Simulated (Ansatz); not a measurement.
The calculation's input:

```
crystal:
  lattice:
    - [-3.1713456453, 3.1713456453, 0.0]
    - [-3.1713456453, 0.0, 3.1713456453]
    - [6.3426912906, 6.3426912906, 6.3426912906]
  atoms:
    - { symbol: Ti, position: [0.3333333333, 0.3333333333, 0.3333333333] }
    - { symbol: Ti, position: [0.6666666667, 0.6666666667, 0.1666666667] }
    - { symbol: Ti, position: [0.0, 0.0, 0.5] }
    - { symbol: Ti, position: [0.3333333333, 0.3333333333, 0.8333333333] }
    - { symbol: Ti, position: [0.6666666667, 0.6666666667, 0.6666666667] }
    - { symbol: Ti, position: [0.0, 1.0, 0.0] }
    - { symbol: Al, position: [0.6666666667, 0.6666666667, 0.4166666667] }
    - { symbol: Al, position: [0.0, 0.0, 0.25] }
    - { symbol: Al, position: [0.3333333333, 0.3333333333, 0.5833333333] }
    - { symbol: Al, position: [0.6666666667, 0.6666666667, 0.9166666667] }
    - { symbol: Al, position: [1.0, 1.0, 0.75] }
    - { symbol: Al, position: [0.3333333333, 0.3333333333, 0.0833333333] }
basis:
  ecutwfc: 500
kpoints:
  mp_grid: { grid: [15, 15, 6] }
hamiltonian:
  xc: r2scan
scf:
  occupations: { method: gaussian, width: 0.15 }
output:
  forces: true
  stress: true
  eigenvalues: true
  write_density: true
  write_potential: true
  elf: true
  volumetric_format: npy
```

Run with:

```sh
ansatz run input.yaml --threads 2 --pin off --max-ram 5120MiB --backend cpu --events-out ev --progress --plain --runs-dir out
```

Space group Pm-3m; a structure from a database of computed crystals, not necessarily the ambient phase; computed without spin polarisation.

Theory: Ansatz, DFT r2SCAN, scalar-relativistic, plane waves, PAW.

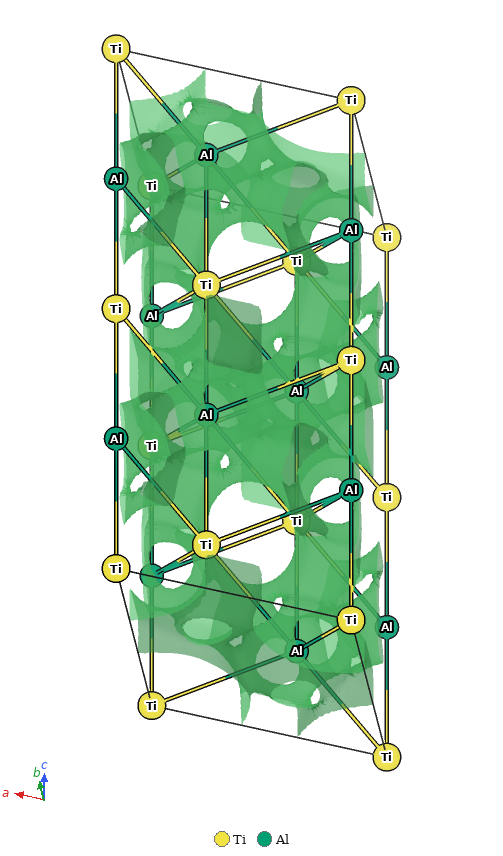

TiAl. Isosurface of the electron localisation function at 0.6 (green), seen at an oblique angle. Core shells and regions of very low density are left out. Sticks mark near contacts.

In a PAW calculation such maps are meaningful between the atoms, not at the nuclei.

What do the ELF domains correspond to?

The surface consists of one network that runs through the whole crystal, counted in one cell of 12 atoms. Any copies at cell faces, edges or corners count once. Profiles from the grid: Ti–Al (2.75 Å): the ELF is about 0.25 at the midpoint (no shared electron pair shows on this line).

Does the calculation give a band gap?

It is gapless in this calculation (a metal or semimetal).
